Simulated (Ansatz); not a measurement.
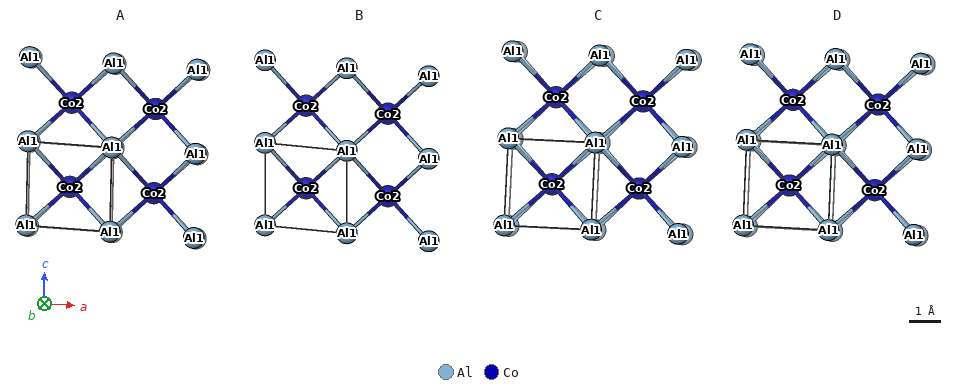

4 geometries from one relaxation of solid AlCo (set up in P1), in shuffled order. Style: ball-and-stick. Shown: the cell of the calculation, repeated 2 × 1 × 2 with one cell outlined, along the b axis.

Case: cell sheared at random, sigma 0.06, atoms nudged by 0.01 Å; relaxed back.

Level of theory: Ansatz 0.2.0, DFT PBEsol, scalar-relativistic, plane waves, PAW. Settings: plane-wave cutoff 420 eV; k-point mesh 12 × 12 × 12; occupations gaussian; smearing width 0.15 eV; no spin polarisation; cell and atoms relaxed; force threshold 0.01 eV/Å; at most 80 steps.

> Put them in the order of the run, from the start to the converged end.

B, A, D, C. They are steps 0, 1, 2, 9, at +0.364 eV per cell of the calculation, +0.134 eV per cell of the calculation, +25.0 meV per cell of the calculation relative to the last. The energy falls by 0.364 eV per cell of the calculation in 6 accepted moves (9 points after the start). Largest force component: 0.038 eV/Å at the start, under 0.0001 eV/Å at the end. Pressure: 8.44 GPa at the start and 0.00 GPa at the end. The SCF was repeated 3 times at an unchanged geometry on a basis and grid sized afresh for the cell, which shifted the energy by 9.8 meV per cell of the calculation at most. The largest moves relative to the cell, 0.004 Å, are those of Al1 and Co2. Al1 goes along [3 −3 −2]. Largest moves by element: Al 0.004 Å, Co 0.004 Å. The volume changes by +1.4 %, with a 2.679 → 2.823 Å (+5.4 %), b 3.132 → 2.823 Å (−9.9 %), c 2.672 → 2.823 Å (+5.6 %), α 89.4° → 90.0°, β 95.6° → 90.0°, γ 96.5° → 90.0°. Near-neighbour distances that change, for instance: Al1–Co2 2.635 → 2.445 Å, Al1–Co2 (another image) 2.295 → 2.445 Å, Al1–Co2 (another image) 2.479 → 2.445 Å, Al1–Co2 (another image) 2.420 → 2.445 Å. Within 0.06 Å the space group is P-1 at the start and Pm-3m at the end; at a tighter tolerance small leftover displacements or strains of the cell lower it. Cost: 2.4 min on 2 threads of Intel(R) Xeon(R) Platinum 8259CL CPU @ 2.50GHz (Skylake/Cascade Lake), with other jobs on the host, peak memory 0.73 GiB.

Limits of the set-up: an element that often carries a moment was run without spin polarisation.
